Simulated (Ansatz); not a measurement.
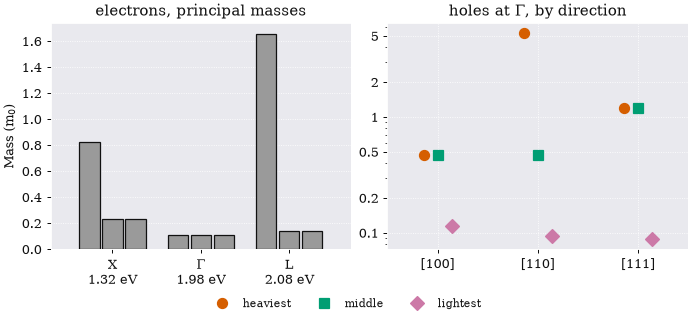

Effective masses at the band extrema of zincblende AlAs, space group F-43m, 2 atoms in the primitive cell, in a cell relaxed beforehand (cubic a = 5.629 Å), in units of the free-electron mass, from finite differences of the levels. Left, the three principal masses of each conduction valley, with its energy above the valence top; right, the masses of the bands that meet at the valence top.

Computed with Ansatz: LDA, all-electron LAPW, no spin polarisation, no spin-orbit coupling, 8×8×8 k mesh.

Q: What are the masses of the lowest valley?

A: It lies at X, 1.32 eV above the valence top, with one mass of 0.826 and two of 0.232. Its 3 equivalent valleys give a density-of-states mass N^(2/3) (m1 m2 m3)^(1/3) = 0.738, and averaged over them a conductivity mass 3/(1/m1 + 1/m2 + 1/m3) = 0.306.

Q: How do the hole masses depend on direction?

A: Along [100] 0.473, 0.473 and 0.115; along [110] 5.28, 0.473 and 0.094; along [111] 1.2, 1.2 and 0.0887.

| valley | energy (eV) | valleys | m1 | m2 | m3 |
| --- | --- | --- | --- | --- | --- |
| X | 1.32 | 3 | 0.826 | 0.232 | 0.232 |
| Γ | 1.98 | 1 | 0.109 | 0.109 | 0.109 |
| L | 2.08 | 4 | 1.66 | 0.14 | 0.14 |

Spin-orbit coupling is left out, which matters for As. LDA, GGA and most meta-GGA functionals understate gaps. Without spin-orbit coupling the bands that meet at the top aren't the heavy and light holes of experiment. An understated gap makes light masses too light.
